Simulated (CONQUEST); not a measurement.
## A series of single points on Sn

System: Sn (Fd-3m, 4 atoms in the cell).
Method: Kohn-Sham DFT of a periodic cell, PBEsol, PseudoDojo NC PBEsol, no spin polarisation (CONQUEST 1.3).

The 7 runs differ only in the geometry, by an even scaling of the cell at fixed fractional positions. The structure derives from an entry of the Crystallography Open Database.

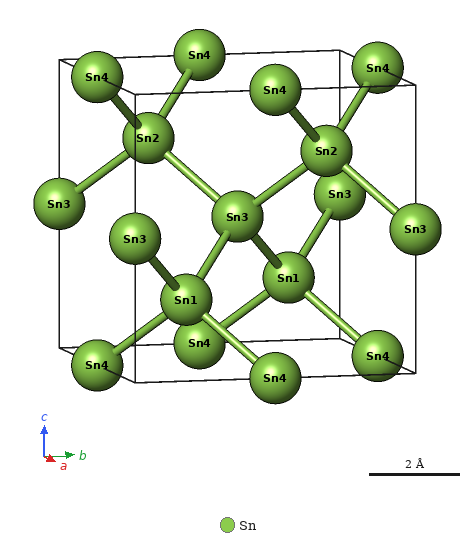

Figure 1. The structure of run 4 (ball-and-stick view of the cell 2 times as large as that of the calculation, set on its symmetry axes, seen slightly off an axis; atoms are numbered from 1 in the order of the input). An atom can appear more than once, as a periodic image.

## Input of run 4
```
IO.Title Sn
IO.Coordinates coords.dat
IO.FractionalAtomicCoords T
IO.Iprint 2
IO.Iprint_init 1
General.NumberOfSpecies 1
General.PseudopotentialType hamann
AtomMove.TypeOfRun static
AtomMove.FullStress T
Grid.PointsAlongX 48
Grid.PointsAlongY 48
Grid.PointsAlongZ 64
DM.SolutionMethod diagon
Diag.MPMesh T
Diag.GammaCentred T
Diag.MPMeshX 6
Diag.MPMeshY 6
Diag.MPMeshZ 4
Diag.kT 0.00183747
minE.SCTolerance 1e-6
SC.MaxIters 100
IO.AtomChargeOutput T
%block ChemicalSpeciesLabel
1 118.710 Sn
%endblock
```

Command:
```bash
OMP_NUM_THREADS=1 Conquest
```

Lattice vectors (Å) and fractional positions of run 4:
```
   4.572637    0.000000    0.000000
   0.000000    4.572637    0.000000
   0.000000    0.000000    6.466686
Sn  0.000000  0.500000  0.250000
Sn  0.500000  0.000000  0.750000
Sn  0.000000  0.000000  0.500000
Sn  0.500000  0.500000  0.000000
```

Run 5 has the same physical settings and fractional positions; its lattice vectors (Å) are:
```
   4.602920    0.000000    0.000000
   0.000000    4.602920    0.000000
   0.000000    0.000000    6.509513
```

## Results, with one run withheld

| run | volume per atom (Å³) | free energy per atom, from the lowest run given (meV) | pressure (GPa) |
| --- | --- | --- | --- |
| 1 | 31.775 | 45.26 | 5.10 |
| 2 | 32.451 | 26.45 | 3.79 |
| 3 | 33.127 | 13.48 | 2.47 |
| 4 | 33.803 | 5.11 | 1.50 |
| 5 | 34.479 | ? | ? |
| 6 | 35.155 | 0.00 | −0.28 |
| 7 | 35.831 | 2.94 | −1.07 |

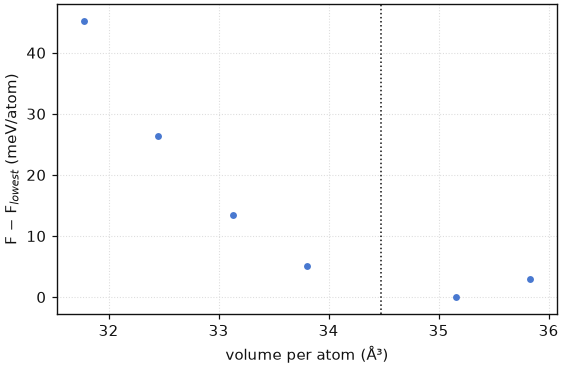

Figure 2. Free energy per atom of the runs given; the dotted line marks run 5.

What should run 5 give?

A cubic polynomial in V^(−2/3) (the Birch–Murnaghan form), fitted to the 6 runs given, misses them by at most 0.17 meV per atom. With x = V^(−2/3) − 0.09596 Å⁻², it reads F = 6.6029 + 5668.6 x + 1.2309e+06 x² + 9.0436e+06 x³ (meV per atom). At run 5 it gives 0.72 meV per atom, and the run itself gives 0.69. The slope of the fit gives a pressure −dF/dV of 0.55 GPa there, and the run prints 0.60 GPa. The two needn't agree exactly: the fit is approximate, and the printed stress is taken on a finite basis. The fit has its minimum at 34.923 Å³ per atom, where V d²F/dV² gives 41.7 GPa: the bulk modulus at this level, since symmetry fixes the shape and the positions.

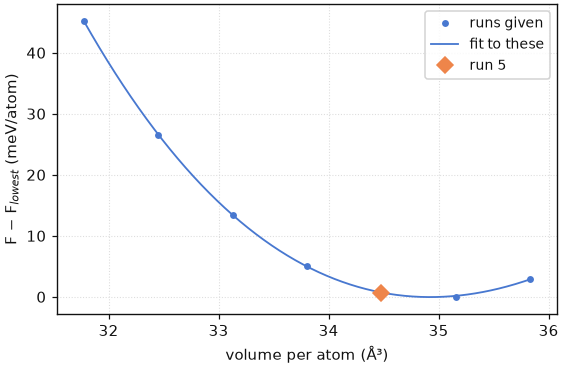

Figure 3. The fit and the withheld run.

## Some lines of the output (run 5)
```
[...]
          DFT Total Energy                 :      -314.460348091824756 Ha
          Free Energy (E-TS)               :      -314.466342421596948 Ha
          DFT Total Energy                 :      -314.464752207655920 Ha
          Free Energy (E-TS)               :      -314.465265384515362 Ha
          DFT Total Energy                 :      -314.465095725631386 Ha
          Free Energy (E-TS)               :      -314.465247909082848 Ha
          DFT Total Energy                 :      -314.465102624316955 Ha
          Free Energy (E-TS)               :      -314.465247344872864 Ha
          DFT Total Energy                 :      -314.465102206008339 Ha
          Free Energy (E-TS)               :      -314.465247130115358 Ha
          DFT Total Energy                 :      -314.465102010913597 Ha
      | Free Energy as E-TS      =      -314.465247130115358 Ha
      |* DFT total energy        =      -314.465102010913597 Ha
    force: Average pressure:      0.60353261 GPa
```

Notes: With a small basis of atomic orbitals these values can differ much from converged plane-wave results.
